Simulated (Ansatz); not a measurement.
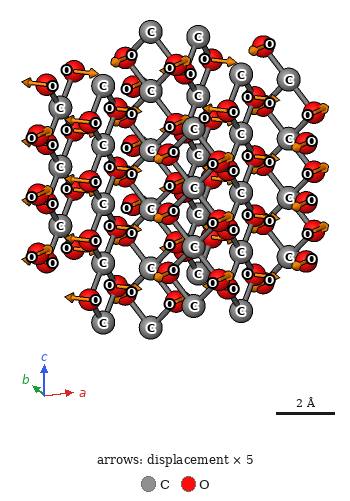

This is a relaxation of a crystal of CO2 (built on the MgF2-58 type type). The starting structure is drawn; orange arrows show the displacements (the part carried along by the change of the cell is left out), 5 times their true length.

A ball-and-stick model of the atoms within 5.8 Å of the atom that moves most (axes of the cell of the calculation), seen slightly off an axis.

These are results of DFT, r2SCAN+rVV10, plane waves, PAW in Ansatz 0.2.0, not measurements. Settings: plane-wave cutoff 500 eV; k-point mesh 6 × 6 × 10; occupations fermi dirac; smearing width 0.03 eV; no spin polarisation; cell and atoms relaxed; force threshold 0.01 eV/Å; at most 120 steps.

### Atoms of which element are displaced furthest, and by how much?

Oxygen: up to 0.20 Å, against 0.00 Å for carbon.

### Describe the change and its energy.

After 15 accepted moves (18 points after the start) the energy has fallen by 2.9 meV per atom. The largest force component goes from 0.011 to 0.00074 eV/Å. Pressure: −1.23 GPa at the start and 0.00 GPa at the end. The line search rejected the trial step at point 13 of the run. The SCF was repeated twice at an unchanged geometry on a basis and grid sized afresh for the cell, which shifted the energy by 0.5 meV per atom at most. The largest moves relative to the cell, 0.20 Å, are those of O atoms. C stays in place. Cell: a 5.022 → 4.592 Å (−8.6 %), b 5.071 → 5.243 Å (+3.4 %), c 2.137 → 2.135 Å (−0.1 %). Volume −5.5 %. The space group stays Pnnm (No. 58). The run took 2.3 min on 2 threads of Arm Neoverse V2 (shared host), peak memory 0.63 GiB.
